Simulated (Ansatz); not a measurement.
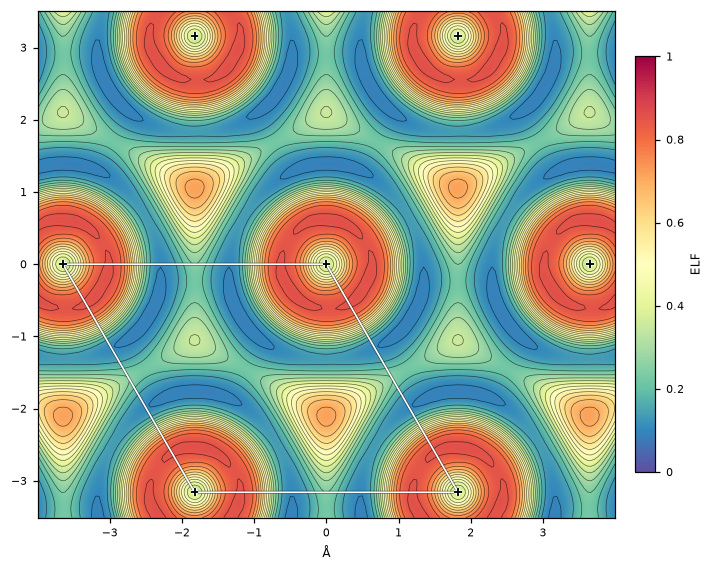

The electron localisation function on a plane through atoms (crosses mark nuclei in the plane).

The calculation used DFT PBE, scalar-relativistic, plane waves, PAW (Ansatz).

Candidates:
A. Cu3N, a = 3.67 Å, b = 3.67 Å, c = 3.67 Å, α = 90.00°, β = 90.00°, γ = 90.00°. Space group Pm-3m; changed on purpose from its base cell (volume × 0.88); computed pressure about 20 GPa in this cell; computed without spin polarisation.
B. Y, a = 3.65 Å, b = 3.65 Å, c = 5.73 Å, α = 90.00°, β = 90.00°, γ = 120.00°. Space group P6₃/mmc.
C. C, a = 2.47 Å, b = 2.47 Å, c = 25.73 Å, α = 90.00°, β = 90.00°, γ = 120.00°. Space group R-3m; a structure from a database of computed crystals, not necessarily the ambient phase.

### Which system is this?

Candidate B: Y on the (001) plane of the conventional cell, which holds Y. Y–Y (3.65 Å): the ELF is about 0.25 at the midpoint (no shared electron pair shows on this line).
